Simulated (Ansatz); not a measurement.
Consider Bi2Te3.

Input file:

```
crystal:
  lattice:
    - [2.193, 1.2661291403, 10.1656666667]
    - [-2.193, 1.2661291403, 10.1656666667]
    - [0.0, -2.5322582807, 10.1656666667]
  atoms:
    - { symbol: Bi, position: [0.4, 0.4, 0.4] }
    - { symbol: Bi, position: [0.6, 0.6, 0.6] }
    - { symbol: Te, position: [1.0, 0.0, 0.0] }
    - { symbol: Te, position: [0.2095, 0.2095, 0.2095] }
    - { symbol: Te, position: [0.7905, 0.7905, 0.7905] }
scf:
  occupations: { method: fixed }
output:
  forces: false
  stress: false
  eigenvalues: true
  eigenstates:
    kpoints: [[0, 0, 0], [0.5, 0.5, 0.5], [0.5, 0.5, 0], [0.5, 0, 0]]
    e_range: [-2, 2]
  write_density: true
  write_potential: true
  elf: true
  volumetric_format: npy
kpoints:
  mp_grid: { grid: [16, 16, 16] }
  band_path:
    path:
      - [[0.0, 0.0, 0.0], [0.5, 0.5, 0.5], [0.82299161, 0.17700839, 0.5]]
      - [[0.5, -0.17700839, 0.17700839], [0.5, 0.0, 0.0], [0.0, 0.0, 0.0], [0.3385042, -0.3385042, 0.0]]
      - [[0.6614958, 0.0, 0.3385042], [0.5, 0.0, 0.5], [0.0, 0.0, 0.0]]
    npoints: 30
magnetization:
  noncollinear: true
  spin_orbit: true
```

Command:

```sh
ansatz run input.yaml --threads 8 --pin off --max-ram 22528MiB --backend cpu --events-out ev --progress --plain --runs-dir out
```

Below, planes, directions and counts refer to the conventional cell (a = 4.39 Å, b = 4.39 Å, c = 30.50 Å, α = 90.00°, β = 90.00°, γ = 120.00°).

Space group R-3m.

The calculation used DFT PBE, spin-orbit coupling, plane waves, PAW in Ansatz 0.2.0.

Q: What will maps of the valence pseudo-density and electron localisation function show?

A: Bi–Te (3.07 Å): the density is about 0.28 e/Å³ at the midpoint; the ELF peaks at about 0.65 in the valence shell of Te, 1.3 Å from its nucleus, and drops to about 0.35 between the two atoms.
Bi–Te (3.25 Å): ρ is about 0.2 e/Å³ halfway; the ELF peaks at about 0.65 in the valence shell of Te, 1.3 Å from its nucleus, and drops to about 0.30 between the two atoms.

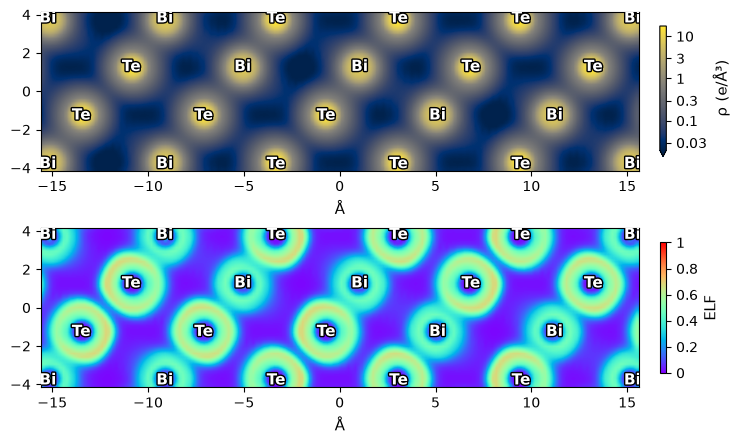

Computed valence pseudo-density and electron localisation function on the (110) plane of the conventional cell, in this order. 

The density is the valence pseudo-density of a PAW calculation; it isn't the true density close to the nuclei.
